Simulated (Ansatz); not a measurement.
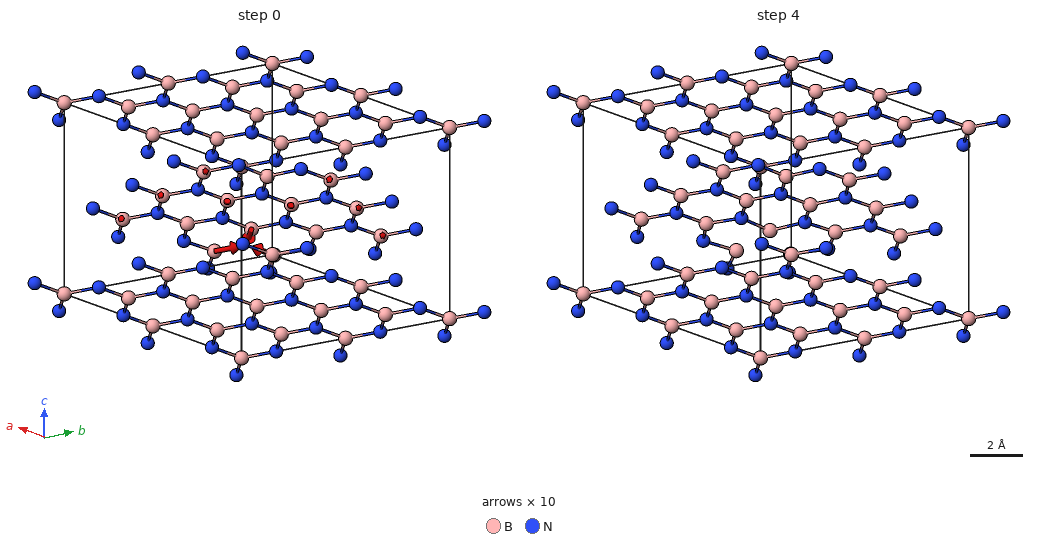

The structure of a defect cell of composition B24N23 (cell charge −1) before (left) and after (right) a relaxation, at one scale. The red arrows give the displacements, 10 times their true length.

The picture is a ball-and-stick view of the cell of the calculation, reduced to other axes, seen from a free direction. Lengths and directions refer to the drawn axes.

Case: N vacancy (site f), charge -1, atoms relaxed at the host's cell.

Method: DFT PBE, scalar-relativistic, plane waves, PAW in Ansatz. Settings: plane-wave cutoff 420 eV; k-point mesh 2 × 2 × 2; occupations gaussian; smearing width 0.01 eV; no spin polarisation; atoms relaxed in a fixed cell; force threshold 0.025 eV/Å; at most 45 steps.

Summarise the run.

After 4 geometry steps the energy has fallen by 0.295 eV per cell of the calculation. The largest force component goes from 1.5 to 0.0064 eV/Å. The largest moves, 0.12 Å, are those of B atoms. Largest moves by element: B 0.12 Å, N 0.02 Å. The lattice vectors keep their values. Near-neighbour distances that change, for instance: B–N 1.464 → 1.522 Å, B–N 1.469 → 1.484 Å, B–N 1.455 → 1.468 Å, B–N 1.445 → 1.436 Å. Bond angles that change, for instance: N–B–N 115.9° → 109.6°, B–N–B 122.5° → 125.5°, B–N–B 120.4° → 118.1°. The run took 30 s on 4 threads of Arm Neoverse V2, on a shared host, peak memory 1.7 GiB.

Limits of the set-up: the periodic images lie only 8.4 Å apart, so the values are limited by the cell's size; the cell is charged, on a uniform background, and energies carry no finite-size correction.
